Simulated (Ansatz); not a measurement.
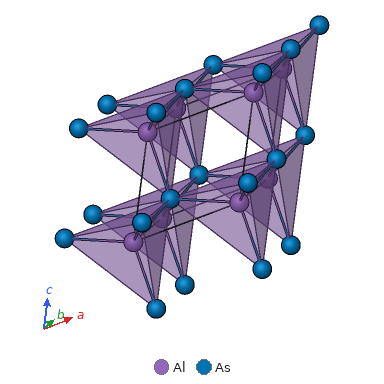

System: AlAs, space group F-43m (No. 216) (cell built by us, not taken from a database). The picture shows the cell.

Structure:
```xyz
2
Lattice="0.0000 2.8424 2.8424 2.8424 0.0000 2.8424 2.8424 2.8424 0.0000" Properties=species:S:1:pos:R:3 pbc="T T T"
Al    0.0000    0.0000    0.0000
As    1.4212    1.4212    1.4212
```

Calculation (Ansatz 0.2.0): elastic stress-strain coefficients at zero temperature from small strains of the given cell, Voigt order xx yy zz yz xz xy, Cartesian axes of the cell vectors; plane waves with PAW datasets, Γ-centred k mesh. Level: HSE06, no spin polarisation.

wave cutoff 420 eV; k mesh 6×6×6; occupations fixed; ions relaxed; strain amplitude 0.002.

What does the calculation give for the sound velocities against the direction of travel in the xz plane, from the elastic constants and the density?

Along x the longitudinal wave runs at 5.62 km/s and the transverse ones at 3.94 and 3.94 km/s, the same along y and z; along x + y they run at 6.23, 3.94 and 2.89 km/s (density 3.68 g/cm³). Over all directions E runs from 81 to 137 GPa, a ratio of 1.69. E is 81 GPa along x, y and z alike, and 137 GPa along the body diagonal x + y + z. The Hill averages are K = 76 GPa and G = 45 GPa, Poisson's ratio 0.25; K/G = 1.69.

Stiffness matrix C (GPa), Voigt order:
```tsv
	xx	yy	zz	yz	xz	xy
xx	116.5	55.0	55.0	0.0	0.0	0.0
yy	55.0	116.5	55.0	0.0	0.0	0.0
zz	55.0	55.0	116.5	0.0	0.0	0.0
yz	0.0	0.0	0.0	57.2	0.0	0.0
xz	0.0	0.0	0.0	0.0	57.2	0.0
xy	0.0	0.0	0.0	0.0	0.0	57.2
```

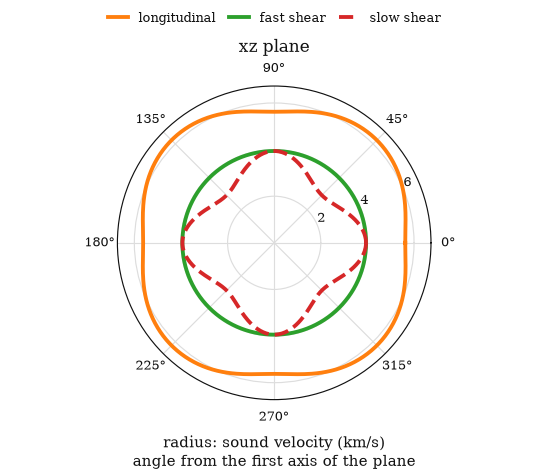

Note: coarse k mesh.
